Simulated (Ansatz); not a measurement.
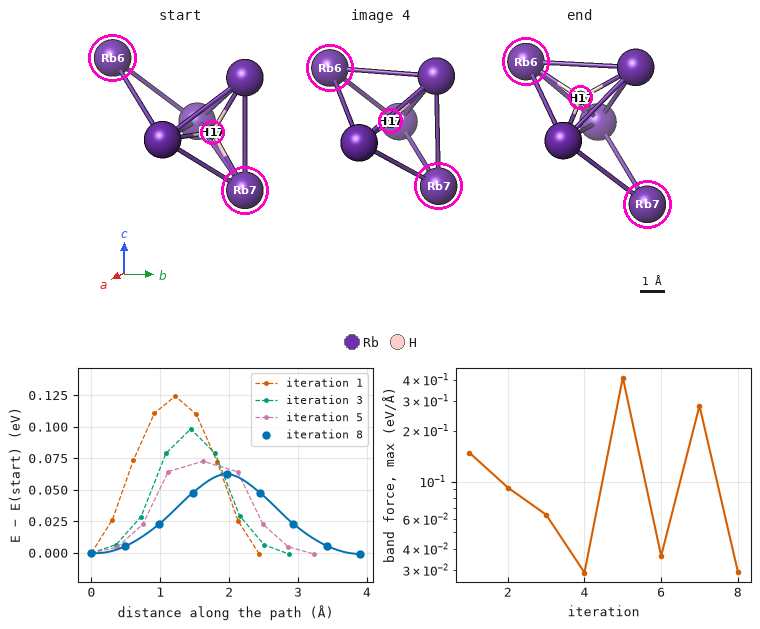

NEB run on Rb with an interstitial H (17 atoms in the cell). Images are numbered from 0 (start) to 8 (end). The plot follows the band through its iterations. Style: ball-and-stick. Shown: the atoms within 4.6 Å of the middle of the path, slightly off an axis. The atoms that move most are ringed. Bonds to atoms that aren't drawn are left out.

Computed with DFT PBE-D3(BJ), scalar-relativistic, plane waves, PAW (Ansatz). Run with plane-wave cutoff 420 eV; k-point mesh 2 × 2 × 2; Fermi-Dirac smearing 0.1 eV; 7 movable images; climbing image; force threshold 0.05 eV/Å; iteration limit 22; starting path by straight interpolation.

> How did the profile develop, and is the result final?

The run is converged, with reservations. The band converged in 8 iterations. The largest component of the band force went from 0.15 to 0.029 eV/Å. The climbing image converged on the top of the path. Its curvatures weren't checked. The first iteration put the highest image at 0.124 eV. The barrier is about 0.062 eV in both directions, with image 4 at the top; the ends have nearly the same energy.

The run took 9.9 min on 4 threads of Intel(R) Xeon(R) Platinum 8375C CPU @ 2.90GHz (Ice Lake), with other jobs on the host, peak memory 5.6 GiB.
